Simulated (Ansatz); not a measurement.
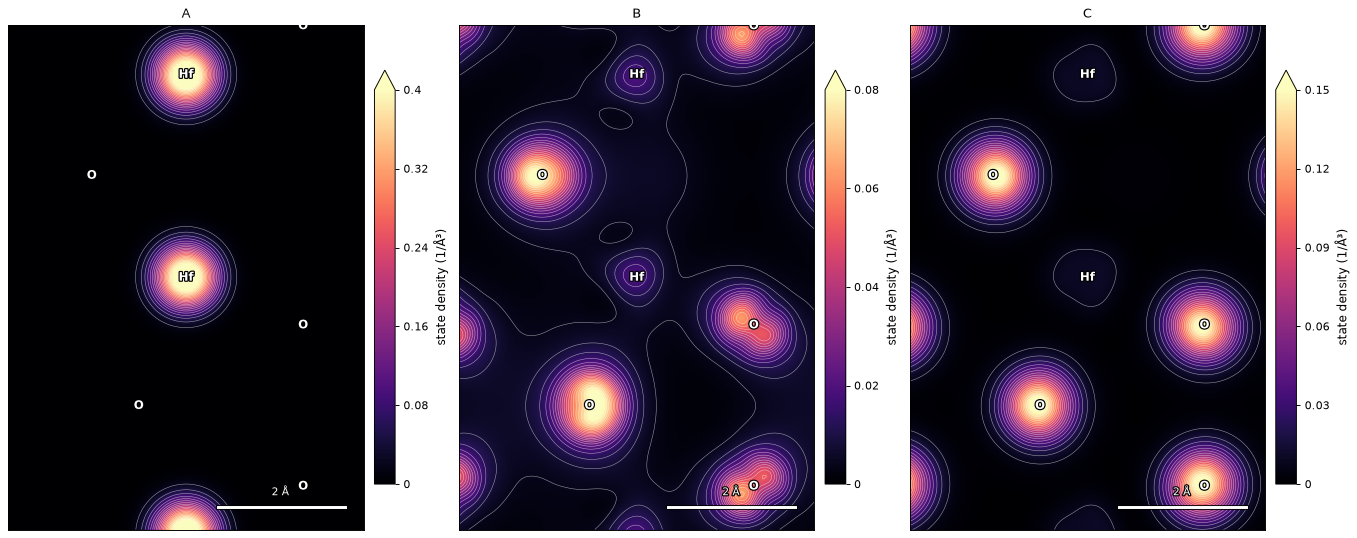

HfO$_{2}$: densities of the states in three energy windows, on the (11̄0) plane of the conventional cell.

Space group P2_12_12; the calculation finds a residual pressure of about 10 GPa at this fixed cell. This isn't the usual form at ambient conditions. The cell comes from a database of computed structures, not from a measurement.

Level of theory: DFT PBE, scalar-relativistic, plane waves, PAW (Ansatz).

In a PAW calculation such maps are meaningful between the atoms, not at the nuclei.

Question: Match the panels to the energy ranges (zero at the valence-band maximum): −18.6 to −15.8 eV, −10.42 to −10.18 eV and −5.8 to −3.8 eV.

Answer: Panel A: −10.42 to −10.18 eV, a separate group of bands, mainly Hf 4f (over 95 %).
Panel B: −5.8 to −3.8 eV, the lower third of the upper valence band, mainly O 2p (70 %) and Hf 5d (25 %).
Panel C: −18.6 to −15.8 eV, a separate group of bands (semicore or deep states), mainly O 2s (80 %) and Hf 5d (10 %).
The characters are Löwdin shares on a minimal set of atomic orbitals.
